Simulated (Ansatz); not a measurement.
Structure data:

```
CELL_PARAMETERS angstrom
2.92884 0.00000 0.00000
-1.46442 2.53645 0.00000
0.00000 0.00000 16.95058
ATOMIC_POSITIONS crystal
W 0.33333 0.66667 0.50000
S 0.66667 0.33333 0.40800
S 0.66667 0.33333 0.59200
```

Question: Interpret the file: composition, symmetry and coordination.

Answer: Composition: WS$_{2}$. The cell has 3 atoms, namely 1 W, 2 S. With all contacts inside bonding distance counted, the coordination numbers are W 12 and S 3.

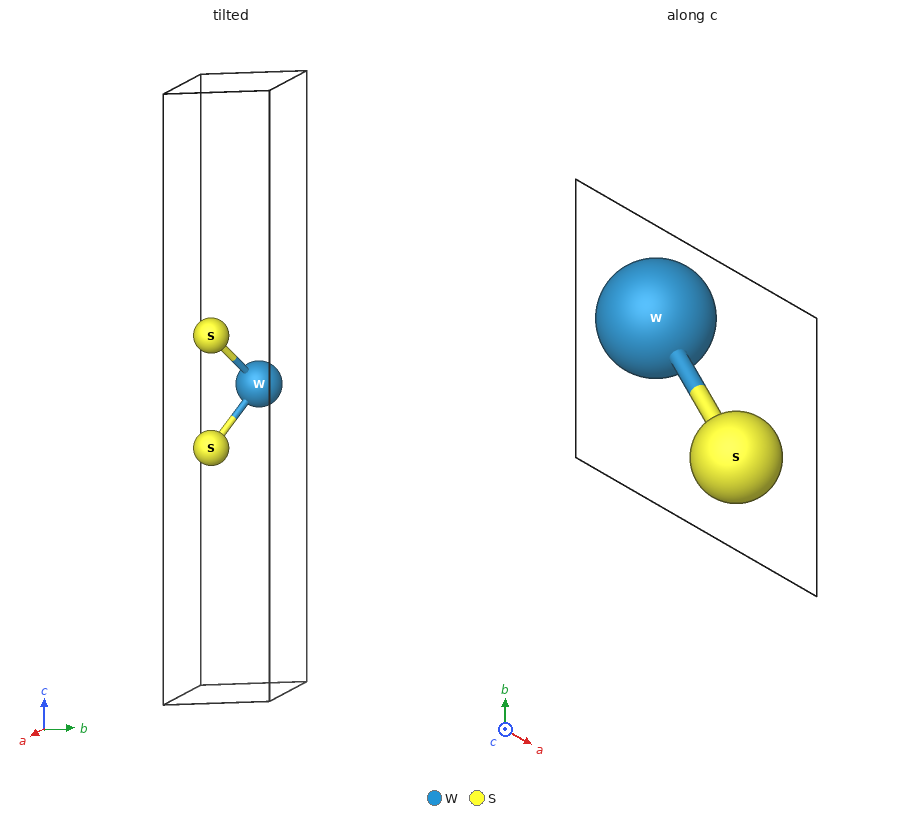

Shown here is a ball-and-stick view of the crystal, taken slightly off an axis and along the c axis. The frame is the simulation cell; atoms at its boundary are shown with their periodic copies.

Its origin is a structure listed in the Materials Project. The cell was then strained or its atoms displaced on purpose. A calculation with Ansatz used it as input.

At this level of theory the run's own cell isn't at rest (compressed, at 12 GPa and forces up to 2.3 eV/Å), so its distances can differ from those at equilibrium, the more so the softer the solid.
